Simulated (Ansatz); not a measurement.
# Band-structure calculation, with input and output: MgSe2 (part 1 of 2)

MgSe2 (Pa-3, 12 atoms in the cell), computed with DFT, r2SCAN+rVV10, plane waves, PAW, no spin polarisation (Ansatz 0.2.0).

The structure derives from a Materials Project entry. The geometry comes from this level: r2scan-rvv10. Figures and captions count atoms from 1; the log counts them from 0 in places.

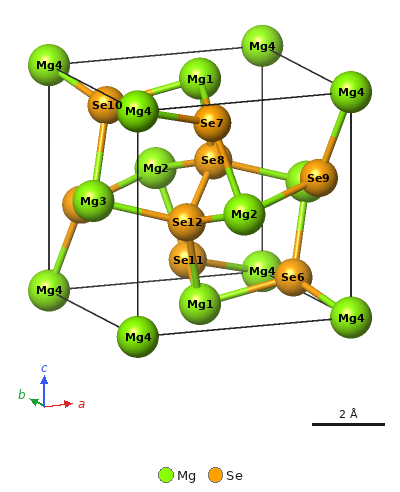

Figure 1. The structure as given in the input (ball-and-stick view of the cell of the calculation, seen slightly off an axis; atoms are numbered from 1 in the order of the input). Near neighbours in the crystal (not all of them lie inside the picture): Mg has 6 Se at 2.71 Å; Se has 3 Mg at 2.71 Å and 1 Se at 2.38 Å.

The input
```yaml
crystal:
  lattice:
    - [6.4434168366, 0.0, 0.0]
    - [0.0, 6.4434168366, 0.0]
    - [0.0, 0.0, 6.4434168366]
  atoms:
    - { symbol: Mg, position: [0.5, 0.5, 0.0] }
    - { symbol: Mg, position: [0.5, 0.0, 0.5] }
    - { symbol: Mg, position: [0.0, 0.5, 0.5] }
    - { symbol: Mg, position: [0.0, 0.0, 0.0] }
    - { symbol: Se, position: [0.1064510435, 0.8935489565, 0.3935489565] }
    - { symbol: Se, position: [0.8935489565, 0.3935489565, 0.1064510435] }
    - { symbol: Se, position: [0.3935489565, 0.1064510435, 0.8935489565] }
    - { symbol: Se, position: [0.6064510435, 0.6064510435, 0.6064510435] }
    - { symbol: Se, position: [0.8935489565, 0.1064510435, 0.6064510435] }
    - { symbol: Se, position: [0.1064510435, 0.6064510435, 0.8935489565] }
    - { symbol: Se, position: [0.6064510435, 0.8935489565, 0.1064510435] }
    - { symbol: Se, position: [0.3935489565, 0.3935489565, 0.3935489565] }
kpoints:
  mp_grid: { grid: [4, 4, 4] }
  band_path:
    path:
      - [0.0, 0.0, 0.0]
      - [0.0, 0.5, 0.0]
      - [0.5, 0.5, 0.0]
      - [0.5, 0.5, 0.5]
      - [0.5, 0.0, 0.0]
    npoints: 1
hamiltonian:
  xc: r2scan
  dispersion: rvv10
scf:
  occupations: { method: fermi_dirac, width: 0.03 }
  n_extra_bands: 7
output:
  forces: true
  stress: true
  eigenvalues: true
  write_density: true
  write_potential: true
  elf: true
  volumetric_format: npy
```

Command:
```bash
ansatz run input.yaml --threads 4 --pin off --max-ram 4608MiB --backend cpu --events-out ev --progress --plain --runs-dir out
```

The program's output
```
scf.n_extra_bands = 7 over 84 filled bands (N_el = 168.0): the run solves 91 bands
Engine: ansatz 0.2.0, aarch64-unknown-linux-gnu
Pseudopotentials: kind: paw
Pseudopotential: Mg, paw, valence charge 10, recommended cutoff 500 eV (meta_gga), Mg.paw.azcp
Pseudopotential: Se, paw, valence charge 16, recommended cutoff 500 eV (meta_gga), Se.paw.azcp
Functional definition: r2SCAN+rVV10
  parameter k0 = 0.174
  parameter k1 = 0.065
  parameter a1 = 4.9479
  exchange = r2scan_x(k0 = k0, k1 = k1, a1 = a1)
  correlation = r2scan_c + rvv10(11.95, 0.0093)
Crystal: 12 atoms, lattice volume = 267.515 Å³
Basis set: ecut = 500 eV, 6859 PW (Γ), exchange–correlation on 216×216×216 points (64 copies of the dense FFT grid, shifted against one another)
Bands: 91, of which v1, the nominal top of the filled ones, is band 84 counted from 1 (83 counted from 0)
Symmetry: 24 space group operations
Space group: Pa-3 (ITA 205), of the structure as read, at distance tolerance 6.4e-5 Å
k-points: 11 of 64
Non-local potential: Mg, projectors of the file, l = 0: 3, l = 1: 2, l = 2: 1
Non-local potential: Se, projectors of the file, l = 0: 2, l = 1: 2, l = 2: 3, l = 3: 1
PAW form: soft (Blöchl's): semilocal exchange-correlation on the pseudo side does not see the compensation charge
rVV10 density: all electrons in the spheres
PAW frozen core: Mg, regenerated for the run's functional (the file was generated under x = pbe(κ = 0.804, μ = 0.2195149727645171), c = pbe(β = 0.06672455060314922))
PAW frozen core: Se, regenerated for the run's functional (the file was generated under x = pbe(κ = 0.804, μ = 0.2195149727645171), c = pbe(β = 0.06672455060314922))
PAW one-centre angular grid: Mg, 302 points (default); XC on 224 Gauss nodes
PAW one-centre angular grid: Se, 590 points (default); XC on 160 Gauss nodes
Initial density: superposition of atomic densities (neutral atoms: chi_scale 0, normalization atom), corrected by the library's trained network
Initial wavefunctions: pseudopotential atomic-orbital guess
Functional: x = r2scan, c = r2scan + rvv10(b = 11.95, C = 0.0093); τ floored in thin density (d = 2e-4 eV/Å³)
SCF iter   1: F=—  HF=-51530.320014 eV  |F-HF|=—  |Δ(HF+E_count)|=         —  Δρ=4.76e-3  dr2=2.95e-2  dr2_τ=3.43e-2  ethr=1.77e-3  ⟨swp⟩=6.0  Hψ=3615  notcnv=0
preconditioner: auto → Resta (q_TF=auto, 2.525 Å⁻¹)  ε∞=4.4  [insulator: Δε(μ)=2.040 eV  Ē_g=9.209 eV  σ=0.030 eV  W_gap=1.00  n_scr=80 (ndim 8)  ℏωp=17.0 eV  f_vac=0.010  D(μ)=0.00/eV (n_scr^D=0)  ε∞_Penn≈4.4]
SCF iter   2: F=—  HF=-51530.509299 eV  |F-HF|=—  |Δ(HF+E_count)|=   1.89e-1  Δρ=2.71e-3  dr2=1.67e-2  dr2_τ=2.89e-4  ethr=1.76e-5  ⟨swp⟩=2.0  Hψ=2201  notcnv=0  defer=32
SCF iter   3: F=—  HF=-51530.512811 eV  |F-HF|=—  |Δ(HF+E_count)|=   3.51e-3  Δρ=8.60e-4  dr2=2.61e-3  dr2_τ=5.77e-5  ethr=9.96e-6  ⟨swp⟩=2.3  Hψ=1514  notcnv=0  defer=32
SCF iter   4: F=—  HF=-51530.512971 eV  |F-HF|=—  |Δ(HF+E_count)|=   1.60e-4  Δρ=1.77e-4  dr2=1.08e-4  dr2_τ=1.74e-6  ethr=1.55e-6  ⟨swp⟩=2.0  Hψ=1237  notcnv=0  defer=32
SCF iter   5: F=—  HF=-51530.512962 eV  |F-HF|=—  |Δ(HF+E_count)|=   9.84e-6  Δρ=5.59e-5  dr2=1.47e-5  dr2_τ=4.45e-7  ethr=6.41e-8  ⟨swp⟩=2.0  Hψ=1893  notcnv=0  defer=32
SCF iter   6: F=—  HF=-51530.513081 eV  |F-HF|=—  |Δ(HF+E_count)|=   1.20e-4  Δρ=1.67e-5  dr2=7.25e-7  dr2_τ=1.97e-8  ethr=8.73e-9  ⟨swp⟩=2.0  Hψ=1891  notcnv=0  defer=32
SCF iter   7: F=-51530.513082 eV  HF=-51530.513082 eV  |F-HF|=7.13e-10  |Δ(HF+E_count)|=   3.93e-7  Δρ=3.79e-6  dr2=2.57e-8  dr2_τ=1.52e-9  ethr=5.95e-11  ⟨swp⟩=11.8  Hψ=7772  notcnv=0
SCF 1 converged in 7 iterations: F = -51530.513082 eV  dr2 = 2.57e-8
  greatest PAW one-centre occupation: 1.000 electrons in one spin orbital (limit 2), on the Mg atom at site 2 (counted from 0), in its partial waves of l = 0
```

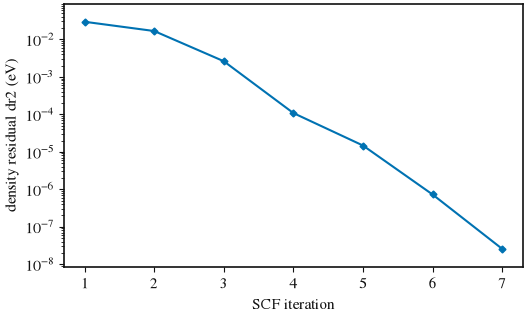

Figure 2. Convergence of the self-consistent field: density residual dr2 against the SCF iteration. The residual falls at every step.

```
NSCF: frozen V_eff on 5 k-points
SCF converged after 7 iterations
Free energy (F): -51530.513082 eV
Harris-Foulkes:  -51530.513082 eV  (|F-HF|=7.13e-10)
Internal energy: -51530.513082 eV  (E = F + TS)
E sigma→0 (E₀):  -51530.513082 eV
Fermi energy:    8.310838 eV
--- Per-component energies (eV) ---
  E_band       = -4575.326562
  E_kinetic    = 1257.292613
  E_local      = -25368.641268  (includes V_loc(G=0)·N_el)
  E_nonlocal   = -4378.868899
  E_hartree    = 11695.443037
  E_xc         = -886.959573
  E_vxc        = -1003.872886  (∫ρ·V_xc dr)
  E_paw        = -16587.840365  (= ΣΔE_a)
  E_vpaw       = 1476.537060  (= ΣTr[D̂ρ^β])
  E_aug_tail   = -0.001677  (compensation charges beyond the density's cutoff)
  E_vtau       = 51.342571  (kinetic-family band-sum trace: ∫τ·v_τ [+ j·A + Jᵃ·Aᵃ] dr)
  E_ewald      = -17246.713954
  E_core_change = -14.222995  (= ΣΔE_core)
  E_smearing   = -0.000000  (= −TS)
  E_closure    = -0.000000  (closes the sum)
  Σ components = -51530.513082   (vs F -51530.513082, Δ=0.00e0)
--- Forces (eV/Å), atoms counted from 1 ---
  atom   1  Mg     0.00000000    -0.00000000    -0.00000000
  atom   2  Mg     0.00000000    -0.00000000     0.00000000
  atom   3  Mg     0.00000000    -0.00000000     0.00000000
  atom   4  Mg     0.00000000    -0.00000000     0.00000000
  atom   5  Se    -0.00040727     0.00040727     0.00040727
  atom   6  Se     0.00040727     0.00040727    -0.00040727
  atom   7  Se     0.00040727    -0.00040727     0.00040727
  atom   8  Se    -0.00040727    -0.00040727    -0.00040727
  atom   9  Se     0.00040727    -0.00040727    -0.00040727
  atom  10  Se    -0.00040727    -0.00040727     0.00040727
  atom  11  Se    -0.00040727     0.00040727    -0.00040727
  atom  12  Se     0.00040727     0.00040727     0.00040727
  max |Σ_I F_I| component: 5.26e-18 eV/Å
--- Stress (GPa, compression-positive) ---
       -0.006248       0.000000       0.000000
        0.000000      -0.006248       0.000000
        0.000000       0.000000      -0.006248
  P = ⅓ Tr σ = -0.0062 GPa (-0.062 kbar)
--- Band table (eV; the first three rows and the last of 11) ---
  k-point 0: bands = ["-70.6992", "-70.6992", "-70.6992", "-70.6992", "-40.8057", "-40.8057", "-40.8057", "-40.8054", "-40.7205", "-40.7201", "-40.7201", "-40.7201", "-40.6979", "-40.6979", "-40.6979", "-40.6976", "-40.6976", "-40.6974", "-40.6974", "-40.6974", "-40.6712", "-40.6712", "-40.6712", "-40.6712", "-40.6712", "-40.6710", "-40.6710", "-40.6710", "-40.4740", "-40.4740", "-40.4740", "-40.4738", "-40.4738", "-40.4738", "-40.4735", "-40.4735", "-40.4715", "-40.4715", "-40.4715", "-40.4712", "-40.4712", "-40.4711", "-40.4711", "-40.4711", "-35.8043", "-35.8042", "-35.8042", "-35.8042", "-35.8006", "-35.8006", "-35.8006", "-35.8003", "-35.8003", "-35.8002", "-35.8002", "-35.8002", "-7.5967", "-6.6825", "-6.6825", "-6.6825", "-4.2789", "-4.2789", "-4.2789", "-3.7916", "3.1449", "3.1449", "3.1449", "3.1473", "3.1473", "3.1473", "3.3537", "3.8498", "3.8498", "4.0694", "4.0694", "4.0694", "5.2516", "5.2516", "5.2516", "6.6329", "6.6329", "6.6329", "7.2746", "7.2746", "9.4101", "10.4473", "10.4473", "10.4473", "11.6337", "13.8364", "13.8364"]
  k-point 1: bands = ["-70.6992", "-70.6992", "-70.6992", "-70.6992", "-40.8057", "-40.8057", "-40.8056", "-40.8054", "-40.7204", "-40.7201", "-40.7200", "-40.7200", "-40.6978", "-40.6978", "-40.6978", "-40.6976", "-40.6976", "-40.6974", "-40.6974", "-40.6974", "-40.6712", "-40.6712", "-40.6712", "-40.6712", "-40.6711", "-40.6711", "-40.6711", "-40.6711", "-40.4740", "-40.4740", "-40.4739", "-40.4738", "-40.4738", "-40.4738", "-40.4736", "-40.4736", "-40.4714", "-40.4714", "-40.4714", "-40.4713", "-40.4712", "-40.4711", "-40.4711", "-40.4711", "-35.8043", "-35.8042", "-35.8041", "-35.8041", "-35.8005", "-35.8005", "-35.8005", "-35.8003", "-35.8003", "-35.8002", "-35.8002", "-35.8002", "-7.4853", "-6.8466", "-6.6758", "-6.6756", "-4.2565", "-4.2471", "-4.2204", "-3.8772", "2.5506", "2.6650", "2.8262", "2.8424", "3.2950", "3.3860", "3.5705", "4.0906", "4.1820", "4.2265", "4.4692", "4.8071", "5.0582", "5.3957", "5.5189", "6.5061", "6.6646", "6.7031", "6.9452", "7.2768", "9.5710", "9.7830", "10.1213", "10.1216", "12.2853", "12.7390", "13.0428"]
  k-point 2: bands = ["-70.6992", "-70.6992", "-70.6992", "-70.6992", "-40.8057", "-40.8057", "-40.8055", "-40.8055", "-40.7202", "-40.7202", "-40.7200", "-40.7200", "-40.6977", "-40.6977", "-40.6977", "-40.6977", "-40.6975", "-40.6975", "-40.6975", "-40.6975", "-40.6712", "-40.6712", "-40.6711", "-40.6711", "-40.6711", "-40.6711", "-40.6711", "-40.6711", "-40.4740", "-40.4740", "-40.4738", "-40.4738", "-40.4738", "-40.4738", "-40.4737", "-40.4737", "-40.4713", "-40.4713", "-40.4713", "-40.4713", "-40.4711", "-40.4711", "-40.4711", "-40.4711", "-35.8042", "-35.8042", "-35.8041", "-35.8041", "-35.8005", "-35.8005", "-35.8004", "-35.8004", "-35.8003", "-35.8003", "-35.8002", "-35.8002", "-7.1908", "-7.1908", "-6.6690", "-6.6690", "-4.2262", "-4.2262", "-4.0622", "-4.0622", "2.4775", "2.4775", "2.5284", "2.5284", "3.2628", "3.2628", "4.0598", "4.0598", "4.3596", "4.3596", "5.0966", "5.0966", "5.4995", "5.4995", "6.0422", "6.0422", "6.2913", "6.2913", "7.2188", "7.2188", "9.6257", "9.6257", "9.7000", "9.7000", "12.4139", "12.4139", "13.1239"]
```
